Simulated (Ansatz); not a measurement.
Ta2N

Input

```
crystal:
  lattice:
    - [3.078615386, 0.0, 0.0]
    - [-1.539307693, 2.6394975415, 0.0]
    - [0.0, 0.0, 4.8232571822]
  atoms:
    - { symbol: Ta, position: [0.6666666667, 0.3333333333, 0.7462554482] }
    - { symbol: Ta, position: [0.3333333333, 0.6666666667, 0.2537445518] }
    - { symbol: "N", position: [0.0, 0.0, 0.0] }
basis:
  ecutwfc: 420
kpoints:
  mp_grid: { grid: [18, 18, 10] }
hamiltonian:
  xc: pbesol
scf:
  occupations: { method: gaussian, width: 0.15 }
output:
  forces: true
  stress: true
  eigenvalues: true
  write_density: true
  write_potential: true
  elf: true
  volumetric_format: npy
```

Launched as:

```sh
ansatz run input.yaml --threads 1 --pin off --max-ram 2560MiB --backend cpu --events-out ev --progress --plain --runs-dir out
```

Below, planes, directions and counts refer to the conventional cell (a = 5.28 Å, b = 3.08 Å, c = 4.82 Å, α = 90.00°, β = 90.00°, γ = 90.00°).

Space group C2/m; a structure from a database of computed crystals, not necessarily the ambient phase; changed on purpose from its base cell (strain -0.0100 x Voigt [0, 1, 0, 0, 0, 0], atoms carried along); computed pressure about 3 GPa in this cell; computed without spin polarisation.

Level of theory: Ansatz, DFT PBEsol, scalar-relativistic, plane waves, PAW.

In a PAW calculation such maps are meaningful between the atoms, not at the nuclei.

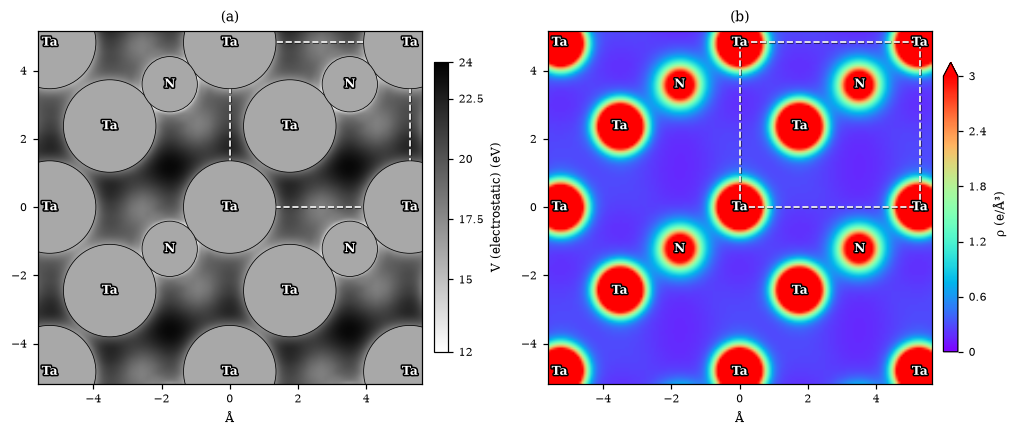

Figure 1. (a) electrostatic potential (local pseudopotential plus Hartree) felt by an electron; (b) valence electron density on the (010) plane of the conventional cell. Grey discs cover the atomic cores in the potential map.

Q: Describe what can be read from this map.

A: The plane passes through Ta and N nuclei. Ta–N (2.14 Å): ρ is about 0.64 e/Å³ halfway. Ta–Ta (2.96 Å): the density is about 0.29 e/Å³ at the midpoint. Ta–Ta (3.01 Å): the density is about 0.26 e/Å³ at the midpoint. Between the atoms the lowest density in this plane is 0.16 e/Å³. Outside the cores the potential energy rises away from the atoms and is highest about 2.1 Å from the nearest atoms; its zero is arbitrary.

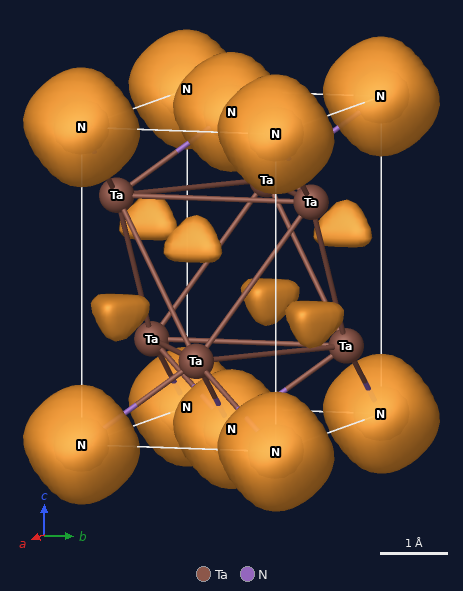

Figure 2. Isosurface of the ELF at 0.65 (orange), seen slightly off an axis. Only the valence region is drawn (cores and ρ < 0.01 e/Å³ removed). Sticks mark near contacts.

Q: What do the ELF domains correspond to?

A: At this value the surface marks out two regions wrapped around N (the valence shell of each) and four pockets between the atoms, centred on no nucleus (multi-centre or interstitial), counted in one cell of 6 atoms. Regions shared between cells count once.


Ta–N (2.14 Å): the ELF peaks at about 0.80 in the valence shell of N, 0.6 Å from its nucleus, and drops to about 0.20 between the two atoms: no localised pair shows between them. Ta–Ta (2.96 Å): the ELF is about 0.35 at the midpoint.

Q: Does the calculation give a band gap?

A: It is gapless in this calculation (a metal or semimetal); semilocal functionals without U, or without the true magnetic order, often close the gap of such compounds.
